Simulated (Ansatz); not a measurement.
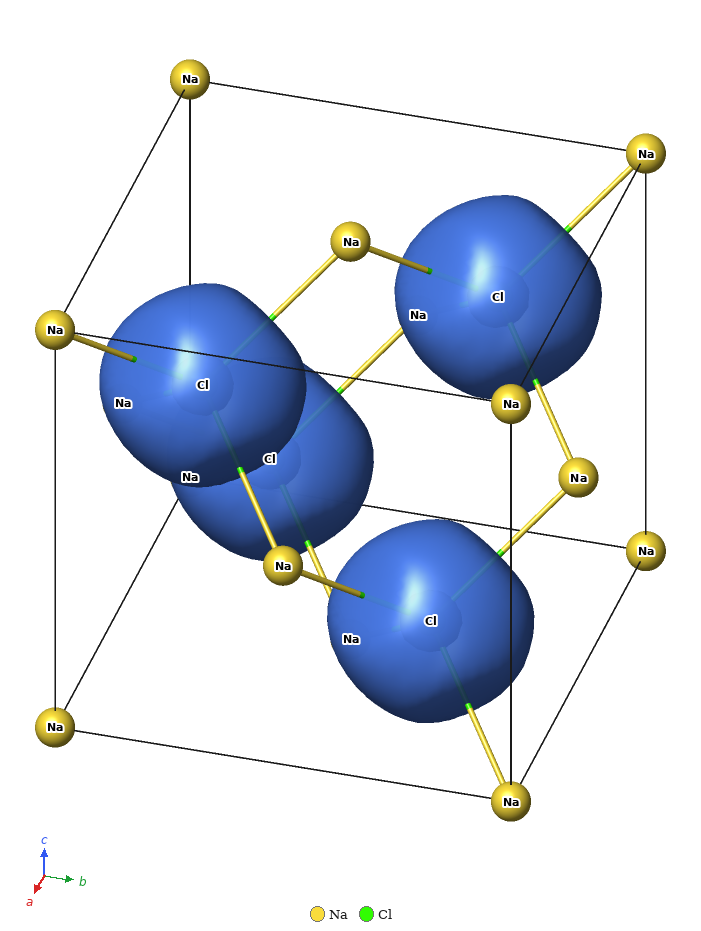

The picture shows: NaCl. Isosurface of the ELF at 0.7 (blue), seen at an oblique angle. Core shells and regions of very low density are left out. Sticks mark near contacts.

Space group F-43m; a structure generated by program, which may or may not match a known phase.

Level of theory: DFT PBE, scalar-relativistic, plane waves, PAW in Ansatz.

Core electrons are frozen (PAW), and the valence fields are smoothed inside the atomic spheres.

Q: Where are the electrons localised?

A: At this value the surface marks out four regions wrapped around Cl (the valence shell of each), counted in one cell of 8 atoms. Regions shared between cells count once. Along the contacts the grid gives the following. Na–Cl (2.71 Å): the ELF peaks at about 0.90 in the valence shell of Cl, 0.8 Å from its nucleus, and falls to about 0 next to Na: a closed-shell, largely ionic contact.

Q: Metal or insulator at this level of theory?

A: It is gapped, with a Kohn–Sham gap of 4.8 eV on the k-point mesh (the band edges may lie off the mesh, which would make the gap smaller).
